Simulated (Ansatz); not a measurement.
System: HgTe, space group F-43m (No. 216) (one of a set of cubic test structures, which need not be the stable phase).

Calculation (Ansatz 0.2.0 development build): equation of state of a cubic crystal from periodic Kohn-Sham density functional theory without spin, third-order Birch-Murnaghan fit to the free energies; pressure corrected for the finite basis. Level: HSE06, no spin-orbit coupling.

- structure type: zinc blende
- atoms in cell: 2
- space group number: 216
- lattice centring: face-centred primitive
- k mesh: 4×4×4
- occupation method: Fermi–Dirac
- occupation width: 0.1 eV
- wave cutoff: 700 eV
- datasets: hard PAW
- density tolerance: 0 eV
- bands: 30
- density cutoff ratio: 4
- search for lower states: default
- exchange singularity: regularized

What does the calculation give for the energy above the lowest point and pressure against volume? The volume takes the values 33.97, 35.08, 36.19, 37.30, 38.40 Å³/atom.

A third-order Birch–Murnaghan fit gives V0 = 35.72 Å³/atom, B0 = 39.2 GPa and B′ = 4.9. The energy above the lowest point is 10.7 meV/atom at volume 33.97 Å³/atom and 20.7 meV/atom at 38.40 Å³/atom; the lowest computed point is at volume 36.19 Å³/atom (0.0 meV/atom). The pressure falls from 2.213 GPa at volume 33.97 Å³/atom to −2.380 GPa at 38.40 Å³/atom, and changes sign near 35.7 Å³/atom.

```tsv
volume (Å³/atom)	energy above the lowest point (meV/atom)	pressure (GPa)
33.97	10.7	2.213
35.08	0.7	0.740
36.19	0.0	-0.500
37.30	7.1	-1.526
38.40	20.7	-2.380
```

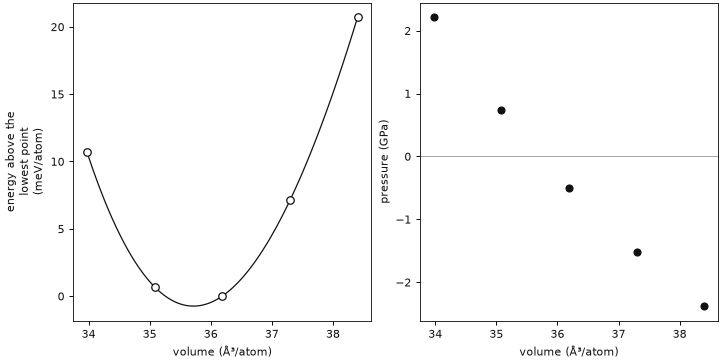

Keep in mind: coarse k-mesh, values are not converged in k; pseudopotentials made with PBE, not this functional.
